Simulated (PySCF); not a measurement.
Run report: C₂H₂Cl₂ (charge −1), single-point calculation

The run: single-point calculation of C₂H₂Cl₂ (trans-1,2-dichloroethylene), charge −1, multiplicity 2. Method and program: M06-2X/def2-SVPD, UKS (PySCF 2.14.0).

The geometry is that of the parent species in another charge or spin state. The geometry comes from this level: PBE0-D4/def2-TZVP.

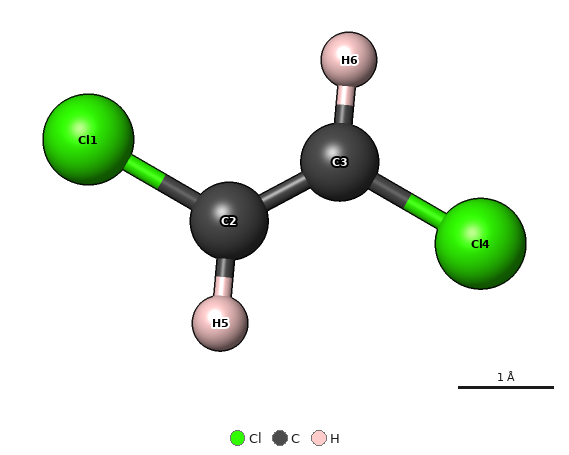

The input geometry (ball-and-stick view, seen on its broad side; atoms are numbered from 1 in the order of the input).

## The input (calc.py)
```python
from pyscf import gto, dft

mol = gto.Mole()
mol.atom = '''
Cl     1.726250    -0.267740     1.230110
C      0.613530    -0.235150    -0.073010
C     -0.613540     0.235140     0.072990
Cl    -1.726280     0.267740    -1.230080
H      0.994090    -0.624970    -1.007430
H     -0.994050     0.624960     1.007430
'''
mol.charge = -1
mol.basis = 'def2-svpd'
mol.verbose = 3
mol.spin = 1
mol.max_memory = 1860
mol.build()

mf = dft.UKS(mol, xc='m06-2x')
mf.conv_tol = 1e-10
mf.grids.level = 5
mf.kernel()
if not mf.converged:
    mf = mf.newton().run(mf.mo_coeff, mf.mo_occ)

e_tot = mf.e_tot
print('E = %.10f Eh' % e_tot)
```

Hardware: 1 thread of Arm Neoverse V1, 24 GiB of memory available, shared host.

Command:
```bash
OMP_NUM_THREADS=1 python calc.py
```

## What the program printed
```
WARN: HOMO -0.0326930209624297 >= LUMO -0.032693020962431

converged SCF energy = -997.343406239015  <S^2> = 0.75357833  2S+1 = 2.0035751
E = -997.3434062390 Eh
```

## Results in brief

| quantity | value |
| --- | --- |
| outcome | converged |
| total energy | −997.343406 hartree |
| basis functions | 110 |
| ⟨S²⟩ | 0.754 |
| wall time | 1.8 min |
| peak memory | 0.64 GiB |

## Remarks

The record of the run, not the program, notes: dipole of an ion depends on the origin.
